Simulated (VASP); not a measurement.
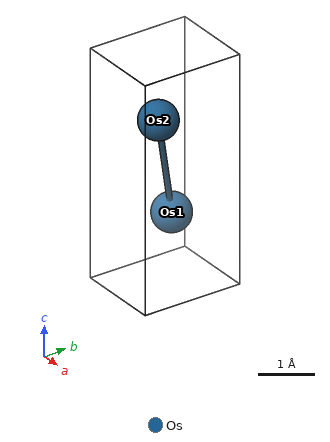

The starting structure (ball-and-stick view of the cell of the calculation, seen slightly off an axis; atoms are numbered from 1 in the order of the input). An atom can appear more than once, as a periodic image.

# Os: geometry relaxation (part 1 of 3)

The run: geometry relaxation of Os (P6₃/mmc, 2 atoms in the cell). Method and program: Kohn-Sham DFT of a periodic cell, PBEsol, VASP PAW PBE potentials, recommended, no spin polarisation (VASP 6.6.1).

The structure derives from an entry of the Crystallography Open Database.

## OSZICAR
```
N       E                     dE             d eps       ncg     rms          rms(c)
DAV:   1     0.117364559521E+03    0.11736E+03   -0.83570E+03  3240   0.144E+03
DAV:   2    -0.169860307474E+02   -0.13435E+03   -0.12172E+03  3384   0.419E+02
DAV:   3    -0.257981436258E+02   -0.88121E+01   -0.79553E+01  4056   0.872E+01
DAV:   4    -0.260370075704E+02   -0.23886E+00   -0.23642E+00  3400   0.155E+01
DAV:   5    -0.260397976162E+02   -0.27900E-02   -0.27890E-02  3844   0.136E+00    0.241E+01
DAV:   6    -0.248404501477E+02    0.11993E+01   -0.13452E+00  3512   0.109E+01    0.108E+01
DAV:   7    -0.244997712625E+02    0.34068E+00   -0.89076E-01  3760   0.873E+00    0.492E-01
DAV:   8    -0.244931576458E+02    0.66136E-02   -0.78740E-03  3332   0.746E-01    0.295E-01
DAV:   9    -0.244905903211E+02    0.25673E-02   -0.15417E-03  3464   0.499E-01    0.614E-02
DAV:  10    -0.244906270413E+02   -0.36720E-04   -0.64038E-05  3664   0.860E-02    0.111E-02
DAV:  11    -0.244905947777E+02    0.32264E-04   -0.79234E-06  3348   0.337E-02    0.105E-03
DAV:  12    -0.244905940501E+02    0.72754E-06   -0.20166E-07  1712   0.516E-03
   1 F= -.24490594E+02 E0= -.24490958E+02  d E =-.244906E+02
       N       E                     dE             d eps       ncg     rms          rms(c)
DAV:   1    -0.245138285202E+02   -0.23234E-01   -0.13291E+00  3240   0.100E+01    0.310E+00
DAV:   2    -0.244767233204E+02    0.37105E-01   -0.42433E-02  3368   0.225E+00    0.134E+00
DAV:   3    -0.244685893710E+02    0.81339E-02   -0.27610E-02  4064   0.173E+00    0.172E-01
DAV:   4    -0.244687350409E+02   -0.14567E-03   -0.42171E-04  3260   0.162E-01    0.366E-02
DAV:   5    -0.244688156742E+02   -0.80633E-04   -0.88629E-05  3740   0.830E-02    0.109E-02
DAV:   6    -0.244688247156E+02   -0.90414E-05   -0.10888E-05  3340   0.321E-02    0.556E-03
DAV:   7    -0.244688245466E+02    0.16902E-06   -0.29379E-07  1648   0.609E-03
   2 F= -.24468825E+02 E0= -.24469123E+02  d E =0.217695E-01
       N       E                     dE             d eps       ncg     rms          rms(c)
DAV:   1    -0.245221791505E+02   -0.53354E-01   -0.88598E-01  3240   0.809E+00    0.248E+00
DAV:   2    -0.244969685596E+02    0.25211E-01   -0.28619E-02  3328   0.179E+00    0.109E+00
DAV:   3    -0.244915656619E+02    0.54029E-02   -0.19200E-02  4112   0.142E+00    0.123E-01
DAV:   4    -0.244916622540E+02   -0.96592E-04   -0.39431E-04  3248   0.159E-01    0.351E-02
DAV:   5    -0.244916944552E+02   -0.32201E-04   -0.47561E-05  3800   0.635E-02    0.753E-03
DAV:   6    -0.244916982418E+02   -0.37866E-05   -0.64947E-06  3256   0.262E-02    0.555E-03
DAV:   7    -0.244916985285E+02   -0.28678E-06   -0.33315E-07  1640   0.535E-03
   3 F= -.24491699E+02 E0= -.24492052E+02  d E =-.110448E-02
       N       E                     dE             d eps       ncg     rms          rms(c)
DAV:   1    -0.244916989884E+02   -0.74660E-06   -0.17820E-05  3248   0.363E-02    0.111E-02
DAV:   2    -0.244916985934E+02    0.39495E-06   -0.49104E-07  1644   0.797E-03
   4 F= -.24491699E+02 E0= -.24492051E+02  d E =-.110454E-02
       N       E                     dE             d eps       ncg     rms          rms(c)
DAV:   1    -0.244916981880E+02    0.80035E-06   -0.62543E-05  3248   0.691E-02    0.230E-02
DAV:   2    -0.244916962902E+02    0.18979E-05   -0.20360E-06  1820   0.165E-02    0.753E-03
DAV:   3    -0.244916960945E+02    0.19567E-06   -0.20255E-06  1816   0.107E-02
   5 F= -.24491696E+02 E0= -.24492048E+02  d E =-.110204E-02
       N       E                     dE             d eps       ncg     rms          rms(c)
DAV:   1    -0.244916987198E+02   -0.24296E-05   -0.19268E-05  3248   0.384E-02    0.940E-03
DAV:   2    -0.244916981049E+02    0.61489E-06   -0.55832E-07  1632   0.895E-03
   6 F= -.24491698E+02 E0= -.24492051E+02  d E =-.110405E-02
       N       E                     dE             d eps       ncg     rms          rms(c)
DAV:   1    -0.244917829156E+02   -0.84196E-04   -0.73349E-03  3260   0.750E-01    0.140E-01
DAV:   2    -0.244916653909E+02    0.11752E-03   -0.11149E-04  3880   0.135E-01    0.656E-02
DAV:   3    -0.244916329233E+02    0.32468E-04   -0.99346E-05  3632   0.990E-02    0.123E-02
DAV:   4    -0.244916330569E+02   -0.13352E-06   -0.29354E-06  2780   0.187E-02
   7 F= -.24491633E+02 E0= -.24491971E+02  d E =0.650480E-04
       N       E                     dE             d eps       ncg     rms          rms(c)
DAV:   1    -0.244917858662E+02   -0.15294E-03   -0.41387E-03  3260   0.563E-01    0.106E-01
DAV:   2    -0.244917219281E+02    0.63938E-04   -0.63248E-05  3888   0.102E-01    0.496E-02
DAV:   3    -0.244917055696E+02    0.16359E-04   -0.56054E-05  3620   0.742E-02    0.916E-03
DAV:   4    -0.244917055850E+02   -0.15394E-07   -0.15750E-06  1868   0.141E-02
   8 F= -.24491706E+02 E0= -.24492055E+02  d E =-.748005E-05
```

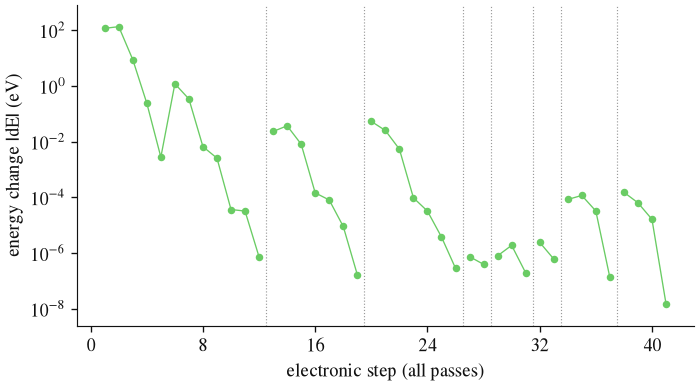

Convergence of the self-consistent field: energy change |dE| against the electronic step. Each stretch between dotted lines is the SCF of one geometry step of a relaxation. The 8 ionic steps take 2 to 12 electronic steps each. The density is held fixed in the first few steps, and dE rises again when its update begins.

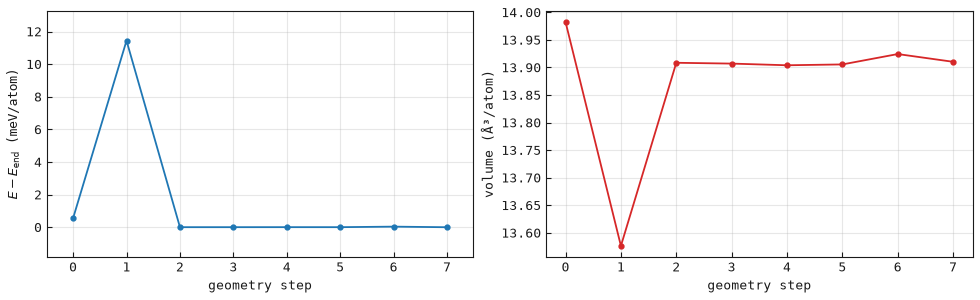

Progress of the relaxation, step by step (steps are counted from 0). The energy falls by 0.6 meV per atom in 7 geometry steps. All forces vanish by symmetry, so only the cell relaxes. The atoms keep their places relative to the cell (all moves are under 0.005 Å). The volume changes by −0.5 %, with a = b 2.734 → 2.729 Å (−0.2 %), c 4.320 → 4.314 Å (−0.1 %). Distances before and after: Os1–Os1 2.734 → 2.729 Å, Os1–Os2 2.675 → 2.671 Å. The space group stays P6_3/mmc (No. 194). (Atoms are counted from 1 in the order of the input.)

## Parts of OUTCAR
```
PREC = Accurate
   ENCUT = 600
   EDIFF = 1E-6
   ISMEAR = 1
   LREAL = F
   LASPH = T
   NELM = 80
   ISIF = 3
   GGA = PS
   IBRION = 2
   NSW = 90
   EDIFFG = -0.01

 ion  position               nearest neighbor table
   1  0.333  0.667  0.250-   2 2.68   2 2.68   2 2.68   2 2.68   2 2.68   2 2.68
   2  0.667  0.333  0.750-   1 2.68   1 2.68   1 2.68   1 2.68   1 2.68   1 2.68

  LATTYP: Found a hexagonal cell.
 ALAT       =     2.7341000000
 C/A-ratio  =     1.5799348963

  Lattice vectors:

 A1 = (   2.7341000000,   0.0000000000,   0.0000000000)
 A2 = (  -1.3670500000,   2.3678000565,   0.0000000000)
 A3 = (   0.0000000000,   0.0000000000,   4.3197000000)

Analysis of symmetry for initial positions (statically):
=====================================================================
 Subroutine PRICEL returns:
 Original cell was already a primitive cell.

 Routine SETGRP: Setting up the symmetry group for a
 hexagonal supercell.

 Subroutine GETGRP returns: Found 24 space group operations
 (whereof 12 operations were pure point group operations)
 out of a pool of 24 trial point group operations.

The static configuration has the point symmetry D_3d.
 The point group associated with its full space group is D_6h.

Analysis of symmetry for dynamics (positions and initial velocities):
=====================================================================
 Subroutine PRICEL returns:
 Original cell was already a primitive cell.

 Routine SETGRP: Setting up the symmetry group for a
 hexagonal supercell.

 Subroutine GETGRP returns: Found 24 space group operations
 (whereof 12 operations were pure point group operations)
 out of a pool of 24 trial point group operations.

The dynamic configuration has the point symmetry D_3d.
 The point group associated with its full space group is D_6h.

 Subroutine INISYM returns: Found 24 space group operations
 (whereof 12 operations are pure point group operations),
 and found     1 'primitive' translations

----------------------------------------------------------------------------------------

                                     Primitive cell

  volume of cell :      27.9649

  direct lattice vectors                    reciprocal lattice vectors
     2.734100000  0.000000000  0.000000000     0.365751070  0.211166479  0.000000000
    -1.367050000  2.367800057  0.000000000     0.000000000  0.422332957  0.000000000
     0.000000000  0.000000000  4.319700000     0.000000000  0.000000000  0.231497558

  length of vectors
     2.734100000  2.734100000  4.319700000     0.422332957  0.422332957  0.231497558

  position of ions in fractional coordinates (direct lattice)
     0.333333333  0.666666667  0.250000000
     0.666666667  0.333333333  0.750000000

  ion indices of the primitive-cell ions
   primitive index   ion index
                 1           1
                 2           2

----------------------------------------------------------------------------------------

 KPOINTS: Automatic mesh

Automatic generation of k-mesh.
 Grid dimensions read from file:
 generate k-points for:   15   15    9

 Generating k-lattice:

  Cartesian coordinates                     Fractional coordinates (reciprocal lattice)
     0.024383405  0.014077765  0.000000000     0.066666667  0.000000000  0.000000000
     0.000000000  0.028155530  0.000000000     0.000000000  0.066666667  0.000000000
     0.000000000  0.000000000  0.025721951     0.000000000  0.000000000  0.111111111

  Length of vectors
     0.028155530  0.028155530  0.025721951

  Shift w.r.t. Gamma in fractional coordinates (k-lattice)
     0.000000000  0.000000000  0.000000000

 Subroutine IBZKPT returns following result:
 ===========================================

 Found    135 irreducible k-points:

 Following reciprocal coordinates:
            Coordinates               Weight
  0.000000  0.000000  0.000000      1.000000
  0.066667  0.000000  0.000000      6.000000
  0.133333  0.000000  0.000000      6.000000
  0.200000 -0.000000  0.000000      6.000000
  0.266667  0.000000  0.000000      6.000000
  0.333333  0.000000  0.000000      6.000000
  0.400000 -0.000000  0.000000      6.000000
  0.466667  0.000000  0.000000      6.000000
  0.066667  0.066667  0.000000      6.000000
  0.133333  0.066667  0.000000     12.000000
  0.200000  0.066667  0.000000     12.000000
  0.266667  0.066667  0.000000     12.000000
  0.333333  0.066667  0.000000     12.000000
  0.400000  0.066667  0.000000     12.000000
  0.466667  0.066667  0.000000      6.000000
  0.133333  0.133333  0.000000      6.000000
  0.200000  0.133333  0.000000     12.000000
  0.266667  0.133333  0.000000     12.000000
  0.333333  0.133333  0.000000     12.000000
  0.400000  0.133333  0.000000     12.000000
  0.200000  0.200000  0.000000      6.000000
  0.266667  0.200000  0.000000     12.000000
  0.333333  0.200000  0.000000     12.000000
  0.400000  0.200000  0.000000      6.000000
 [... further k-points ...]
   k-points           NKPTS =    135   k-points in BZ     NKDIM =    135   number of bands    NBANDS=     12
   number of dos      NEDOS =    301   number of ions     NIONS =      2
   total plane-waves  NPLWV =  20736
   dimension x,y,z NGX =    24 NGY =   24 NGZ =   36
   dimension x,y,z NGXF=    48 NGYF=   48 NGZF=   72
   ions per type =               2
   NGX,Y,Z   is equivalent  to a cutoff of  14.59, 14.59, 13.85 a.u.
   NGXF,Y,Z  is equivalent  to a cutoff of  29.19, 29.19, 27.71 a.u.
 SYSTEM =  unknown system
   PREC   = accura    normal or accurate (medium, high low for compatibility)
   ISTART =      0    job   : 0-new  1-cont  2-samecut
   ICHARG =      2    charge: 1-file 2-atom 10-const
   ISPIN  =      1    spin polarized calculation?
   LNONCOLLINEAR =      F non collinear calculations
   LSORBIT =      F    spin-orbit coupling
   LASPH  =      T    aspherical Exc in radial PAW
   ENCUT  =  600.0 eV  44.10 Ry    6.64 a.u.   5.46  5.46  8.63*2*pi/ulx,y,z
   NELM   =     80;   NELMIN=  2; NELMDL= -5     # of ELM steps
   EDIFF  = 0.1E-05   stopping-criterion for ELM
   LREAL  =      F    real-space projection
   EDIFFG = -.1E-01   stopping-criterion for IOM
   NSW    =     90    number of steps for IOM
   IBRION =      2    ionic relax: 0-MD 1-quasi-New 2-CG
   NFREE  =      1    steps in history (QN), initial steepest desc. (CG)
   ISIF   =      3    stress and relaxation
   ISYM   =      2    0-nonsym 1-usesym 2-fastsym
   POTIM  = 0.5000    time-step for ionic-motion
   TEBEG  =    0.0;   TEEND  =   0.0 temperature during run
   PSTRESS=    0.0 pullay stress
   NELECT =      16.0000    total number of electrons
   NUPDOWN=      -1.0000    fix difference up-down
   EMIN   =  10.00;   EMAX   =-10.00  energy-range for DOS
   EFERMI =   0.00;   METHOD = LEGACY
   ISMEAR =     1;   SIGMA  =   0.10  broadening in eV -4-tet -1-fermi 0-gaus
   EFERMI_NEDOS =   21; number of points for ismear=-14 and -15
   IALGO  =     38    algorithm
   IMIX   =      4    mixing-type and parameters
     AMIX     =   0.40;   BMIX     =  1.00
     AMIX_MAG =   1.60;   BMIX_MAG =  1.00
  volume/ion in A,a.u.               =      13.98        94.36
  Fermi-wavevector in a.u.,A,eV,Ry     =   1.359076  2.568282 25.131161  1.847088
  Thomas-Fermi vector in A             =   2.485855
   LORBIT       =      0    0 simple, 1 ext, 2 COOP (PROOUT), +10 PAW based schemes
   GGA     = PS    functional components
   LHFCALC =     F    Hartree Fock is set to
   AEXX    =    0.0000 exact exchange contribution
   IVDW    =     0    specifies the selected vdW correction
   LEPSILON=     F    determine dielectric tensor
   LRPA    =     F    only Hartree local field effects (RPA)
 conjugate gradient relaxation of ions
 non-spin polarized calculation
 Methfessel and Paxton  Order N= 1 SIGMA  =   0.10
  energy-cutoff  :      600.00
  volume of cell :       27.96
 maximum number of plane-waves:       965
 NGX is ok and might be reduce to    24
   NGX = 11   NGY = 11   NGZ = 17

--------------------------------------- Ionic step        1  -------------------------------------------

 number of electron      16.0000001 magnetization

 Free energy of the ion-electron system (eV)
  ---------------------------------------------------
  ext. energy  EPLUGINS =         0.00000000
  ---------------------------------------------------
  free energy    TOTEN  =       -24.49059405 eV

  energy without entropy =      -24.49168663  energy(sigma->0) =      -24.49095824

------------------------ aborting loop because EDIFF is reached ----------------------------------------

  FORCE on cell =-STRESS in cart. coord.  units (eV):
  Direction    XX          YY          ZZ          XY          YZ          ZX
  --------------------------------------------------------------------------------------
  -------------------------------------------------------------------------------------
  Total       -0.4274090     -0.4274090     -0.3611078     -0.0000000     -0.0000000      0.0000000
  in kB      -24.4873199    -24.4873199    -20.6887616     -0.0000000     -0.0000000      0.0000000
  external PRESSURE =     -23.2211338 kB  Pullay stress =       0.0000000 kB

 VOLUME and BASIS-vectors are now :
 -----------------------------------------------------------------------------
  energy-cutoff  :      600.00
  volume of cell :       27.96
      direct lattice vectors                 reciprocal lattice vectors
     2.734100000  0.000000000  0.000000000     0.365751070  0.211166479  0.000000000
    -1.367050000  2.367800057  0.000000000     0.000000000  0.422332957  0.000000000
     0.000000000  0.000000000  4.319700000     0.000000000  0.000000000  0.231497558

 POSITION                                       TOTAL-FORCE (eV/Angst)
 -----------------------------------------------------------------------------------
     -0.00000      1.57853      1.07993        -0.000000     -0.000000      0.000000
      1.36705      0.78927      3.23977         0.000000      0.000000      0.000000
 -----------------------------------------------------------------------------------
    total drift:                               -0.000000      0.000000     -0.000000

  FREE ENERGIE OF THE ION-ELECTRON SYSTEM (eV)
  ---------------------------------------------------
  free  energy   TOTEN  =       -24.4905940501 eV

  energy  without entropy=      -24.4916866289  energy(sigma->0) =      -24.49095824

--------------------------------------- Ionic step        2  -------------------------------------------

 number of electron      16.0000000 magnetization

------------------------ aborting loop because EDIFF is reached ----------------------------------------

  FORCE on cell =-STRESS in cart. coord.  units (eV):
  Direction    XX          YY          ZZ          XY          YZ          ZX
  --------------------------------------------------------------------------------------
  -------------------------------------------------------------------------------------
  Total        1.9157224      1.9157224      1.9347348     -0.0000000     -0.0000000      0.0000000
  in kB      113.0396866    113.0396866    114.1615366     -0.0000000     -0.0000000      0.0000000
  external PRESSURE =     113.4136366 kB  Pullay stress =       0.0000000 kB

 VOLUME and BASIS-vectors are now :
 -----------------------------------------------------------------------------
  energy-cutoff  :      600.00
  volume of cell :       27.15
      direct lattice vectors                 reciprocal lattice vectors
     2.705912324 -0.000000000  0.000000000     0.369561124  0.213366214  0.000000000
    -1.352956162  2.343388813 -0.000000000     0.000000000  0.426732429  0.000000000
     0.000000000 -0.000000000  4.282073684     0.000000000  0.000000000  0.233531712

 POSITION                                       TOTAL-FORCE (eV/Angst)
```
